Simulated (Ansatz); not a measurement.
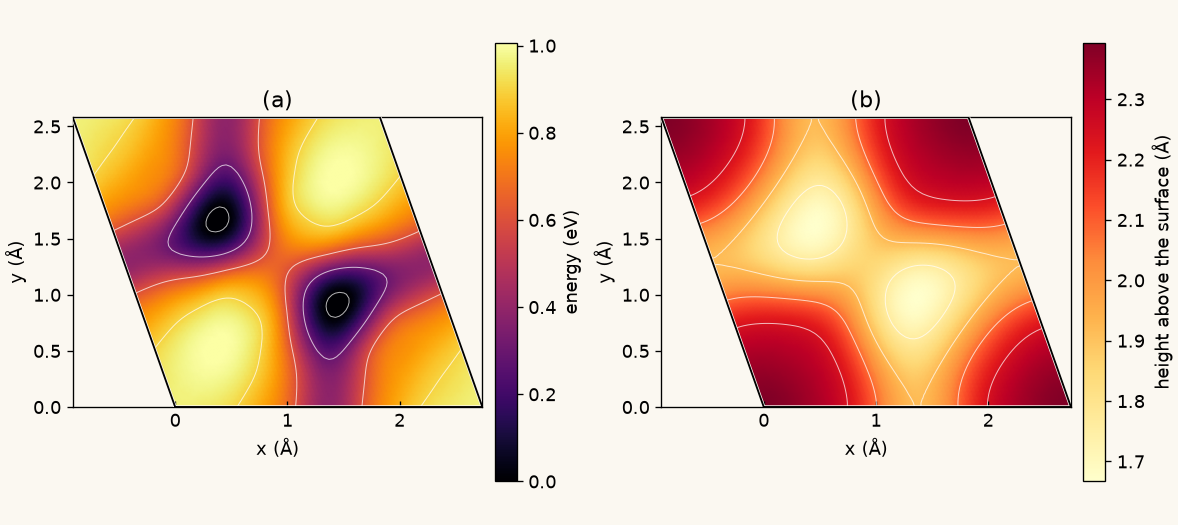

S on a Mo(110) slab cut from the Im-3m phase, its upper half relaxed before the scan (3 atoms of substrate and one adsorbate in a 1 × 1 cell). S is moved over the surface cell; relaxed at each place: the height of the adsorbate's atoms; substrate rigid; the origin of the map has the adsorbate above Mo3. Places are given modulo a cell vector. The map is drawn in real space over the plane of the surface. The grid has 6 × 6 points; 13 points were computed and 23 follow by symmetry. All energies are given in eV relative to the lowest grid point. With one adsorbate in each 1 × 1 cell, its nearest image is 2.7 Å away, so neighbouring adsorbates interact. Computed with DFT PBE, scalar-relativistic, plane waves, PAW in Ansatz 0.2.0. Settings: cutoff 420 eV, k-mesh 10×10×1, gaussian smearing 0.1 eV, no spin polarisation.

Panel (a) is the energy; panel (b) is the computed height above the surface, in Å.

Drawn: a smooth colour map with a few white contour lines, the outline of one cell of the plane. Between grid points the surface is interpolated.

> How does the height above the surface vary over the map, and what is it at the lowest grid point?

It runs from 1.71 Å at (2/6, 4/6) of the cell vectors [nearest 1 Mo at 2.27 Å] to 2.39 Å at the top site over a surface Mo atom, (0/6, 0/6) of the cell vectors. At the lowest grid point, (2/6, 4/6) of the cell vectors [nearest 1 Mo at 2.27 Å], it is 1.71 Å.

PAW datasets: the set soft_1.
